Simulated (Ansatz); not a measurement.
# Mg2B: what the fields show

Input

```
crystal:
  lattice:
    - [0.0, 3.8533615716, 3.8533615716]
    - [3.8533615716, 0.0, 3.8533615716]
    - [3.8533615716, 3.8533615716, 0.0]
  atoms:
    - { symbol: Mg, position: [0.125, 0.125, 0.125] }
    - { symbol: Mg, position: [0.625, 0.125, 0.125] }
    - { symbol: Mg, position: [0.125, 0.125, 0.625] }
    - { symbol: Mg, position: [0.125, 0.625, 0.125] }
    - { symbol: B, position: [0.5, 0.5, 0.5] }
    - { symbol: B, position: [0.75, 0.75, 0.75] }
basis:
  ecutwfc: 420
kpoints:
  mp_grid: { grid: [8, 8, 8] }
hamiltonian:
  xc: pbe
scf:
  occupations: { method: gaussian, width: 0.1 }
output:
  forces: true
  stress: true
  eigenvalues: true
  write_density: true
  write_potential: true
  elf: true
  volumetric_format: npy
relax:
  adjacent_minimum: "off"
  f_tol: 0.01
  max_steps: 80
  cell: { stress_tol: 0.05 }
```

Launched as:

```sh
ansatz run input.yaml --threads 1 --pin off --max-ram 2560MiB --backend cpu --events-out ev --progress --plain --runs-dir out
```

Below, planes, directions and counts refer to the conventional cell (a = 7.67 Å, b = 7.67 Å, c = 7.67 Å, α = 90.00°, β = 90.00°, γ = 90.00°).

The fields are those of the relaxed geometry.

Space group Fd-3m; started from the cubic Laves (C15)_227 prototype, which need not be the ambient phase.

These are results of DFT PBE, scalar-relativistic, plane waves, PAW (Ansatz 0.2.0), not measurements.

The density is the valence pseudo-density of a PAW calculation; it isn't the true density close to the nuclei.

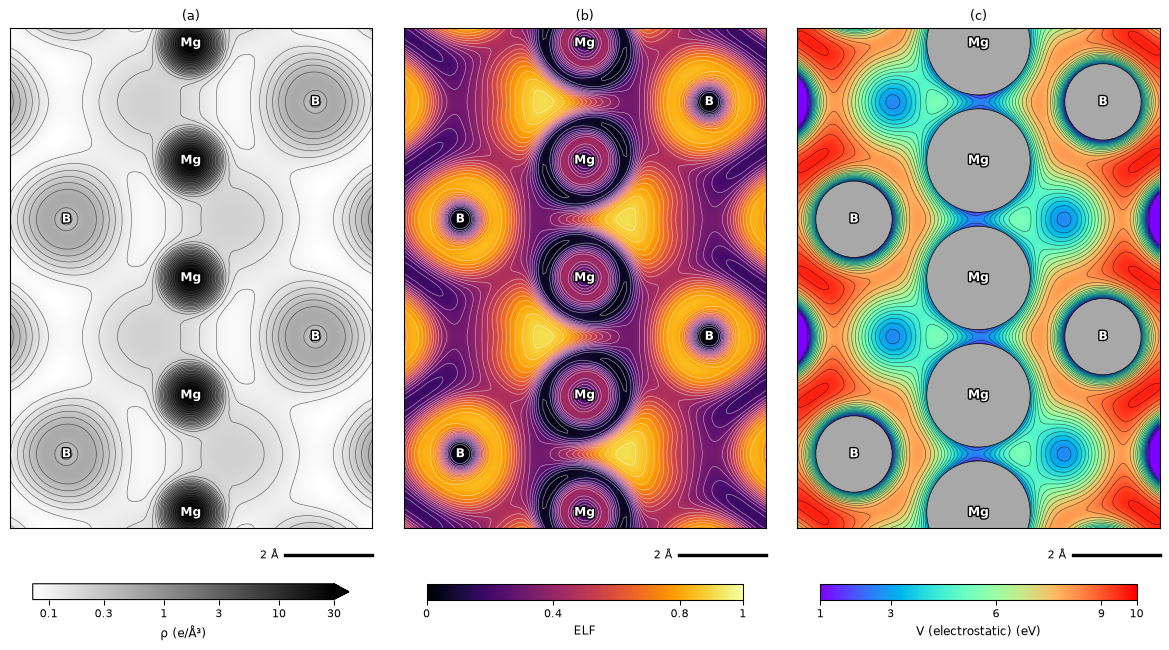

Figure 1. (a) valence charge density (pseudo); (b) electron localisation function; (c) electrostatic potential energy of an electron on the (011) plane of the conventional cell. Grey discs cover the atomic cores in the potential map.

Q: What does the map show?

A:
- Atoms in the plane: Mg and B.
- Mg–B (3.18 Å): ρ is about 0.1 e/Å³ halfway; the ELF peaks at about 0.85 in the valence shell of B, 0.8 Å from its nucleus, and is about 0.40 at the midpoint.
- Between the atoms the lowest density in this plane is 0.07 e/Å³.
- The ELF has a maximum of about 0.90 in the space between the atoms, 1.6 Å from four Mg atoms, on no atom or two-centre bond.
- Outside the cores the potential energy rises away from the atoms and is highest about 1.7 Å from the nearest atoms; its zero is arbitrary.

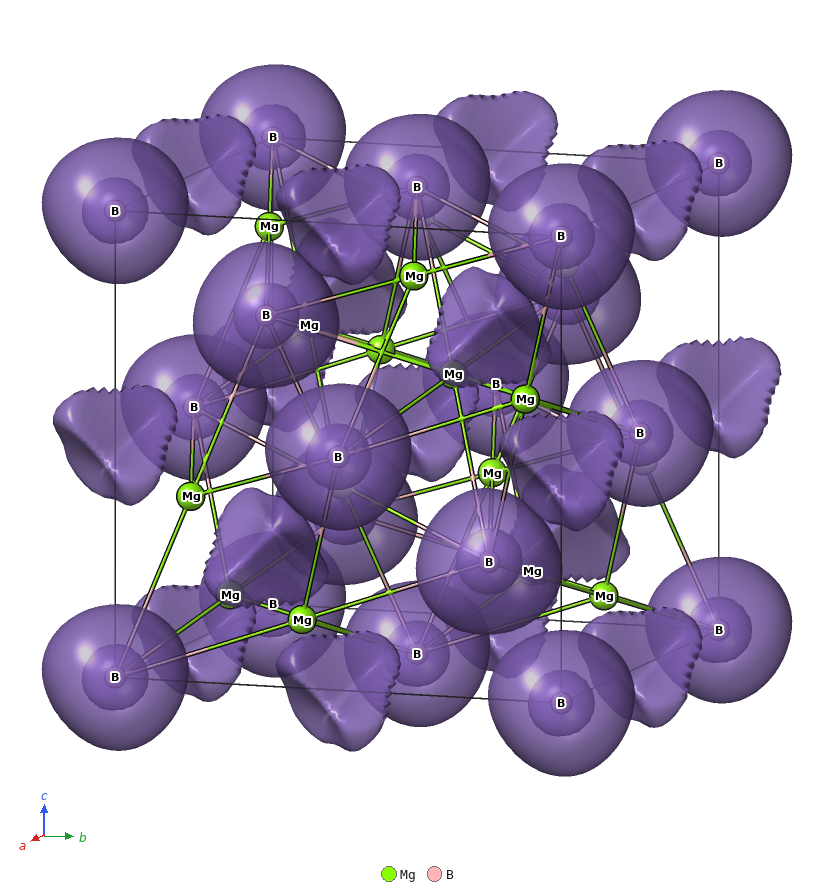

Figure 2. Isosurface of the electron localisation function at 0.65 (purple), seen slightly off an axis. Only the valence region is drawn (cores and ρ < 0.01 e/Å³ removed). Sticks mark near contacts.

Q: What do the ELF domains correspond to?

A: The surface consists of eight regions wrapped around B (the valence shell of each) and eight pockets between the atoms, centred on no nucleus (multi-centre or interstitial), counted in one cell of 24 atoms. Regions shared between cells count once.

Q: Does the calculation give a band gap?

A: It is gapless in this calculation (a metal or semimetal).
